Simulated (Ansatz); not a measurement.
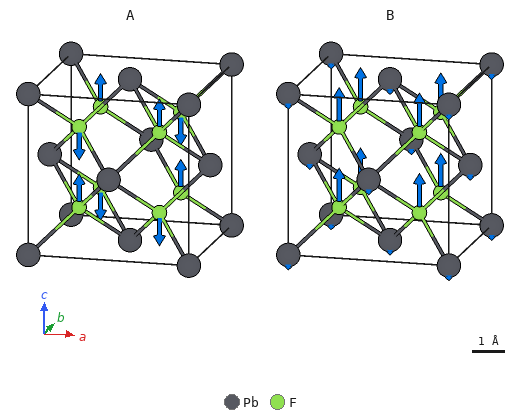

Modes of solid PbF2 relaxed at 50 GPa, space group Fm-3m (No. 225), at the zone centre (one member of each degenerate set). The blue arrows give the relative displacements of the atoms. The picture is a ball-and-stick view of the conventional cell (4 times the calculation's cell), seen slightly off an axis. Lengths and directions refer to the drawn axes.

Method: Ansatz 0.2.0, DFT PBE+D3(BJ), scalar-relativistic, plane waves, PAW.

Frequencies are those without the non-analytic (LO–TO) term.

Give the symmetry species and the selection rules of each.

Answer. A is T₂g, Raman-active by symmetry (408 cm⁻¹). B is T₁u, infrared-active by symmetry (280 cm⁻¹). The crystal has a centre of inversion, so no mode is both.
